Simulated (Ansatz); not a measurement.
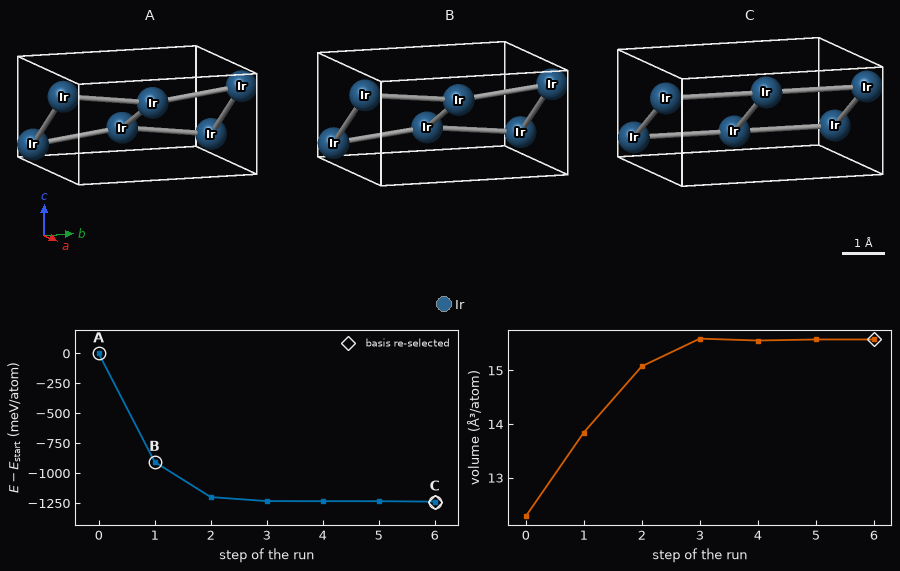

Frames of a relaxation of crystalline Ir (a generated structure, set up in Imma), marked on the history of the run. Style: ball-and-stick. Shown: the conventional cell (2 times the calculation's cell), slightly off an axis. Lengths and directions refer to the drawn axes.

These are results of DFT, PAW plane waves, r2SCAN (Ansatz), not measurements.

Input
```yaml
crystal:
  lattice:
    - [0.0, 0.0, 2.46501576]
    - [2.28956394, -2.17598082, 1.23250788]
    - [2.28956394, 2.17598082, -1.23250788]
  atoms:
    - { symbol: Ir, position: [0.443, 0.75, 0.25] }
    - { symbol: Ir, position: [0.557, 0.25, 0.75] }
  symmetry: { tolerance: 0.0003 }
kpoints:
  mp_grid: { grid: [8, 8, 8], shift: [0, 0, 0] }
magnetization:
  spin_polarized: false
scf:
  occupations: { method: fermi_dirac }
hamiltonian:
  pseudopotentials: { kind: paw }
  xc: r2scan
basis:
  ecutwfc: 500
output:
  forces: true
  stress: true
  eigenvalues: true
relax:
  max_steps: 40
  cell: {}
```

Launched with:
```bash
ansatz run input.yaml --threads 1 --pin off --max-ram 2560MiB --backend cpu --events-out ev --progress --plain --runs-dir out
```

Question: What happens along the run?

Answer: The energy falls by 1237 meV per atom in 5 accepted moves (6 points after the start). Largest force component: 1.3 eV/Å at the start, 0.00014 eV/Å at the end. Pressure: 135.49 GPa at the start and 0.00 GPa at the end. At 1 point the geometry stayed and the basis and grid were re-selected for the new cell (energy shift of 3.5 meV per atom at most each time). The largest moves relative to the cell, 0.15 Å, are those of Ir1 and Ir2. Ir1 goes along −c. The drawn cell changes as follows: a 4.352 → 4.584 Å (+5.3 %), b 4.579 → 5.164 Å (+12.8 %), c 2.465 → 2.632 Å (+6.8 %); the volume changes by +26.8 %. Some distances before and after: Ir1–Ir2 2.307 → 2.582 Å, Ir1–Ir2 (another image) 2.375 → 2.643 Å, Ir1–Ir1 2.465 → 2.632 Å, Ir1–Ir2 (another image) 2.651 → 2.643 Å. The space group (tolerance 0.01 Å) goes from Imma (No. 74) to Cmmm (No. 65). Cost: 33 s on 1 thread of Intel(R) Xeon(R) Platinum 8375C CPU @ 2.90GHz (Ice Lake) (shared host), peak memory 0.52 GiB. From step 0 to 1: Ir atoms move most (0.02 Å), volume +12.7 %, energy −905 meV per atom. From step 1 to 6: Ir atoms move most (0.13 Å), volume +12.5 %, energy −331 meV per atom.
